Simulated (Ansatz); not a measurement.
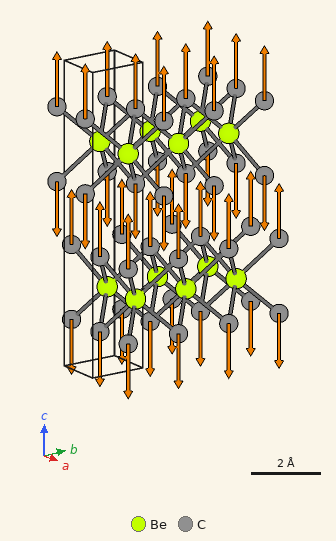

This is a relaxation of crystalline BeC₂ (built on the 2H molybdenite_194 type) (coarse preliminary run). The starting structure is drawn; orange arrows show the displacements (the part carried along by the change of the cell is left out), at their true length.

Style: ball-and-stick. Shown: the cell of the calculation, repeated 2 × 3 × 1 with one cell outlined, slightly off an axis.

Case: 2H molybdenite type (P6_3/mmc, No. 194).

The calculation used DFT r2SCAN, scalar-relativistic, plane waves, PAW in Ansatz. Set-up: plane-wave cutoff 500 eV; k-point mesh 12 × 12 × 2; occupations gaussian; smearing width 0.1 eV; no spin polarisation; cell and atoms relaxed; force threshold 0.04 eV/Å; at most 70 steps.

**What happened in the run?**

The largest moves relative to the cell, 1.66 Å, are those of C atoms. Be stays in place. The drawn cell changes as follows: a = b 2.331 → 2.422 Å (+3.9 %), c 9.068 → 12.990 Å (+43.2 %); the volume changes by +54.6 %. Among the contacts that change: Be–C 1.745 → 3.535 Å, C–C 2.676 → 1.398 Å. New bonds form: C–C (2.68 → 1.40 Å). Bonds break: Be–C (1.75 → 3.54 Å). The space group stays P6_3/mmc (No. 194). After 26 accepted moves (28 points after the start) the energy has fallen by 15.969 eV per cell of the calculation. The largest force component goes from 2.5 to 0.0053 eV/Å. Pressure: 37.67 GPa at the start and 0.25 GPa at the end. At 2 points the geometry stayed and the basis and grid were re-selected for the new cell (energy shift of 59.6 meV per cell of the calculation at most each time). The run took 2.7 min on 1 thread of Arm Neoverse V1, on a shared host, peak memory 0.47 GiB.
